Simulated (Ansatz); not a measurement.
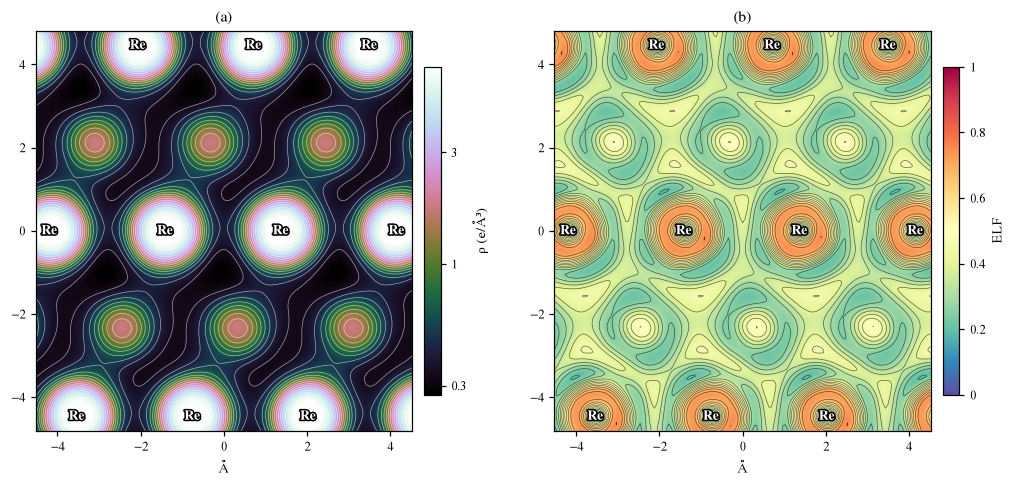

*Re. (a) valence charge density (pseudo); (b) electron localisation function on the (100) plane of the conventional cell.*

Space group P-1; a structure from a database of computed crystals, not necessarily the ambient phase; changed on purpose from its base cell (engineering shear strain xz -0.1467, engineering shear strain yz -0.1467); not relaxed (largest force 0.7 eV/Å); computed pressure about 12 GPa in this cell; computed without spin polarisation.

Theory: DFT PBE, scalar-relativistic, plane waves, PAW in Ansatz 0.2.0.

The density is the valence pseudo-density of a PAW calculation; it isn't the true density close to the nuclei.

```yaml
crystal:
  lattice:
    - [1.38741, -2.40307, 0.07450]
    - [-2.77482, 0.00000, 0.20353]
    - [0.32892, 0.32892, -4.48422]
  atoms:
    - { symbol: Re, position: [0.33333, 0.66667, 0.75000] }
    - { symbol: Re, position: [0.66667, 0.33333, 0.25000] }
```

> What does the map show?

- Atoms in the plane: Re.
- Atoms just off the plane (Re, 0.8 Å away) can leave unmarked features too.
- Re–Re (2.78 Å): ρ at the midpoint is about 0.41 e/Å³; the ELF is about 0.40 at the midpoint.
- Between the atoms the lowest density in this plane is 0.27 e/Å³.
- The features right at Re lie inside the PAW spheres, where the map follows smoothed inner orbitals and isn't to be read closely.

> Does the calculation give a band gap?

It is metallic or semimetallic at this level of theory: no gap opens.
